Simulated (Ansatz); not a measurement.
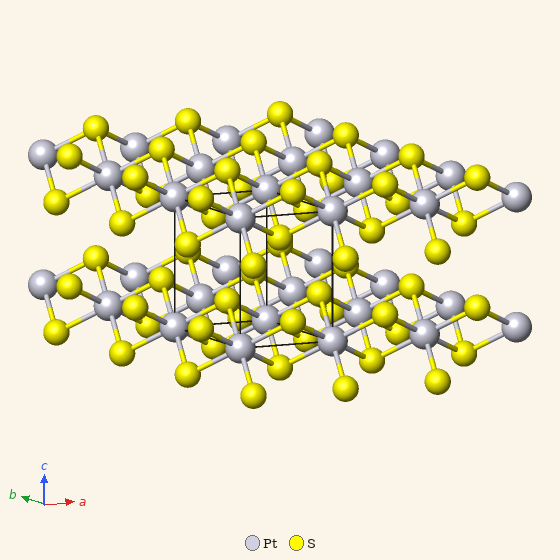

PtS₂ (space group P-3m1, No. 164): a calculation's input that goes back to an entry of the Crystallography Open Database (an earlier step may have relaxed or displaced it).

Bonds are taken as Pt–S below 2.7 Å; no other contact counts. Atoms with one bond or none are removed and atoms with two bonds are replaced by edges, until no such atom is left.

### What kind of net remains, and which atoms are its nodes?

A binodal (3,6)-connected, two-periodic (layers) net: S is a 3-connected node; Pt is a 6-connected node, in the ratio 2:1.

### Name the underlying net.

It is the kgd net, known from the layers of CdI2 (1T type).

### How do the layers lie?

The layers lie parallel to (001).

### How many nodes does the smallest cycle have?

Four.

### Give the first five terms of the coordination sequence (nodes one, two, three … edges away).

S: 3, 12, 9, 24, 15; Pt: 6, 6, 18, 12, 30.
